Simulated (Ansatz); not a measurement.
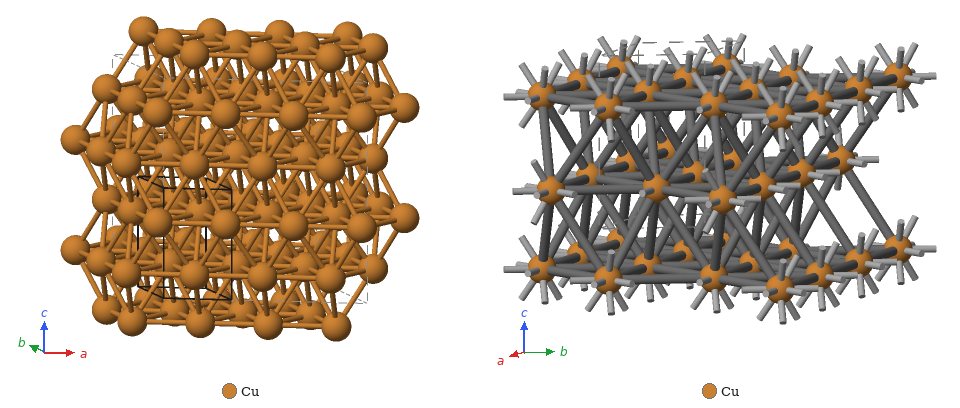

Left: the structure. Right: its underlying net. Nodes are coloured by element. Edges to nodes outside the piece are drawn as stubs.

Cu (space group P6_3/mmc, No. 194): the end point of a relaxation with Ansatz 0.2.0, DFT PBE, scalar-relativistic, plane waves, PAW.

Bonds are taken as Cu–Cu below 2.9 Å; no other contact counts. Simplification: prune 0- and 1-connected atoms, fold 2-connected ones into links.

The result is a uninodal 12-connected, three-periodic net: Cu is a 12-connected node. It is the hcp net, known from hexagonal close packing. It is a single net, without interpenetration.

```tsv
node	links	point symbol	coordination sequence
Cu	12	3²⁴·4³³·5⁹	12 44 96 170 264 380 516 674
```
